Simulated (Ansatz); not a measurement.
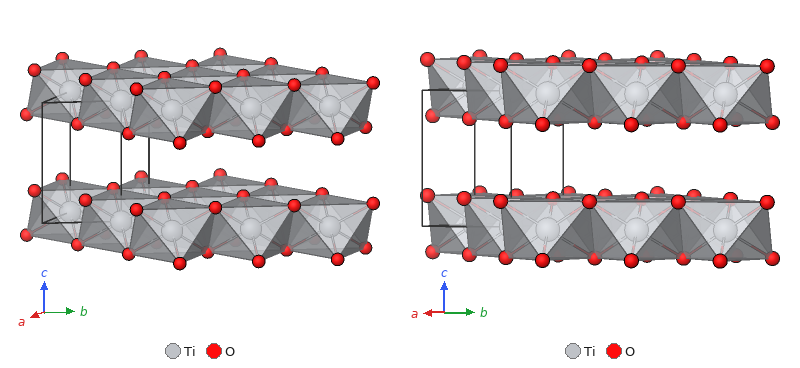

Polyhedra are drawn about Ti (bonds: O–Ti below 2.2 Å); other atoms are plain spheres. Two views of the same piece.

The compound is TiO2 (space group P-3m1, No. 164), taken as the geometry relaxed with DFT PBE+D3(BJ), scalar-relativistic, plane waves, PAW (Ansatz); the starting structure was generated, so it need not be a known form of this composition.

Q: What figure surrounds each Ti atom, and what does it share with the other drawn polyhedra?

A: Ti: TiO6 octahedron, sharing edges with six neighbours.

Q: How do these polyhedra hang together as a whole?

A: They form layers of edge-sharing octahedra parallel to (001).

Q: How far apart are the centres of linked polyhedra?

A: Centre to centre across a shared edge: 2.97 Å.
